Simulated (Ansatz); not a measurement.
# Si3N (slab): what the fields show

```xyz
8
Lattice="3.8417 0.0000 0.0000 0.0000 3.8417 0.0000 0.0000 0.0000 26.8913" Properties=species:S:1:pos:R:3 pbc="T T T"
Si    0.0000    1.9209    8.5001
Si    0.0000    0.0000    9.8583
Si    1.9209    0.0000   11.2166
Si    1.9209    1.9209   12.5674
Si    0.0000    1.9209   13.9291
Si    0.0000    0.0000   15.2570
N     1.9209    1.9209   17.8122
N     1.9209    1.9209   18.9134
```

Theory: DFT PBEsol, scalar-relativistic, plane waves, PAW (Ansatz 0.2.0).

Core electrons are frozen (PAW), and the valence fields are smoothed inside the atomic spheres.

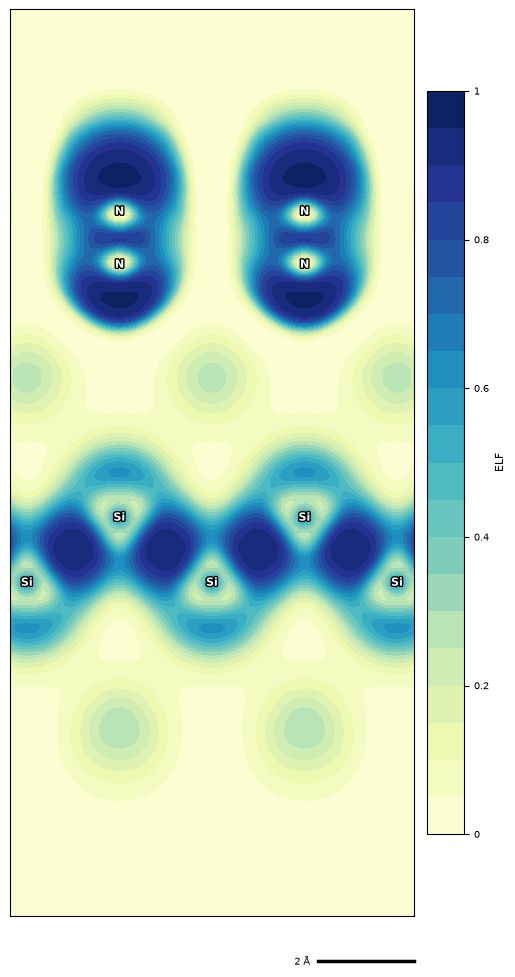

Figure 1. Electron localisation function on the (100) plane of the calculation cell, a cut from vacuum to vacuum.

Question: What does the map show?

Answer:
- The section cuts through Si and N sites.
- N–N (1.10 Å): the ELF peaks at about 0.85 between the atoms.
- Si–Si (2.35 Å): the ELF peaks at about 0.95 between the atoms.
- The ELF also peaks beside N, away from the bonds: lone-pair regions.

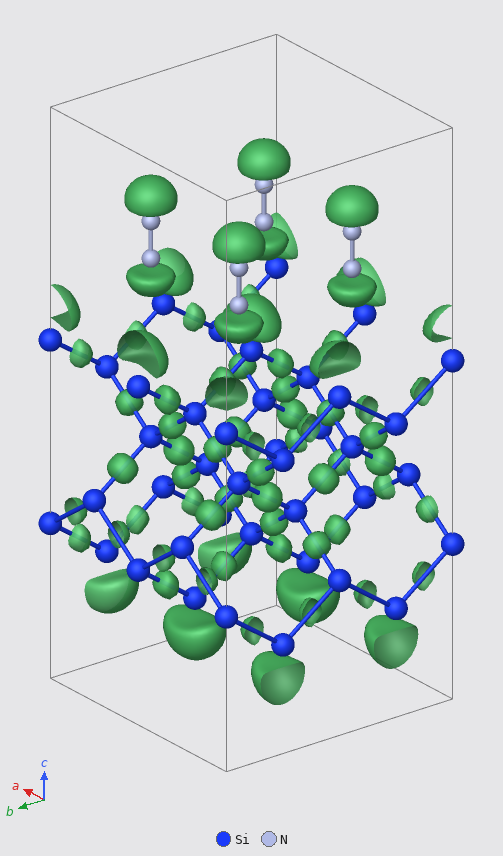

Figure 2. Isosurface of the ELF at 0.9 (green), seen at an oblique angle. Only the valence region is drawn (cores and ρ < 0.01 e/Å³ removed). Sticks mark near contacts.

Question: Where are the electrons localised?

Answer: The ELF exceeds this value in ten regions between bonded Si–Si atoms, two lobes on N, pointing away from the bonds (lone pairs) and two lobes on Si, pointing away from the bonds (lone pairs), counted in one cell of 8 atoms. Counts are for one cell; the picture repeats the cell along the surface.


 Si–Si (2.34 Å): the ELF peaks at about 0.95 between the atoms.

Question: Does the calculation give a band gap?

Answer: It is metallic or semimetallic at this level of theory: no gap opens.
